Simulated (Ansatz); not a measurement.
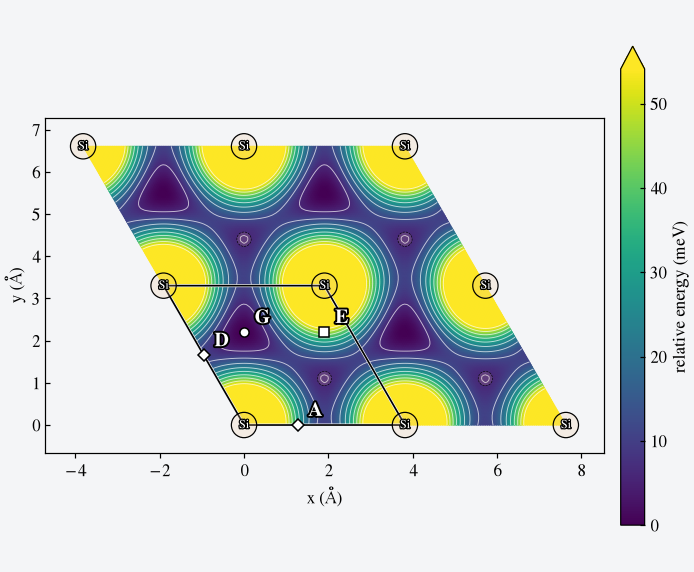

N₂ on a Si(001) slab cut from the P6_3/mmc phase, its upper half relaxed before the scan (8 atoms of substrate and one adsorbate in a 1 × 1 cell). N2 is moved over the surface cell at a fixed height above a rigid substrate; the origin of the map has the adsorbate above Si8; the height is held at 3.10 Å. Places are given modulo a cell vector. The map is drawn in real space over the plane of the surface. The scan uses a 6 × 6 grid; 10 points were computed and 26 follow by symmetry. Energies: meV, counted from the lowest grid point. With one adsorbate in each 1 × 1 cell, its nearest image is 3.8 Å away, so neighbouring adsorbates interact. At a fixed height the lowest place need not be the adsorption site. Computed with Ansatz, DFT PBE+D3(BJ), scalar-relativistic, plane waves, PAW. Settings: cutoff 420 eV, k-mesh 9×9×1, gaussian smearing 0.05 eV, no spin polarisation.

Drawn: a smooth colour map with a few white contour lines, labelled circles for the atoms of the top layer and small ones for the second layer, the outline of one cell of the 2 × 2 shown, one colour for all values above the top of the scale, lettered points. Between grid points the surface is interpolated.

What kind of point is each of A, D, E, G: minimum, saddle, maximum or slope?

Answer. A: on a slope; D: saddle point; E: on a slope; G: minimum. (In these two coordinates alone; a stationary point may lie a little off the grid point.)

Rank the lettered points by energy, lowest first.

Answer. G (0 meV), D (10 meV), A (32 meV), E (47 meV).

PAW datasets: the set soft_1.
